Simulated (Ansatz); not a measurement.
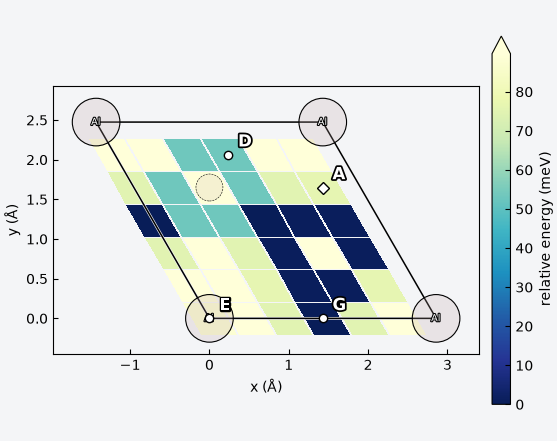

H on an Al(111) slab cut from the Fm-3m phase, its upper half relaxed before the scan (3 atoms of substrate and one adsorbate in a 1 × 1 cell). H is moved over the surface cell; relaxed at each place: the height of the adsorbate's atoms; substrate rigid; the origin of the map has the adsorbate above Al3. Places are given modulo a cell vector. The map is drawn in real space over the plane of the surface. The scan uses a 6 × 6 grid; 10 points were computed and 26 follow by symmetry. Energies: meV, counted from the lowest grid point. At some places the adsorbate sinks to or below the level of the top layer. With one adsorbate in each 1 × 1 cell, its nearest image is 2.9 Å away, so neighbouring adsorbates interact. All numbers below come from DFT PBE, scalar-relativistic, plane waves, PAW (Ansatz). Settings: cutoff 420 eV, k-mesh 9×9×1, gaussian smearing 0.1 eV, no spin polarisation.

The picture shows one coloured cell a grid point, labelled circles for the atoms of the top layer and small ones for the second layer, the outline of one cell of the plane, one colour for all values above the top of the scale, lettered points.

Question: Is D the lowest point of the computed grid?

Answer: No. D lies 53 meV above the lowest grid point, which is at a bridge site between two Al atoms, (0/6, 3/6) of the cell vectors.

Question: Rank the lettered points by energy, lowest first.

Answer: G (0 meV), D (53 meV), A (76 meV), E (88 meV).

PAW datasets: the set soft_1.
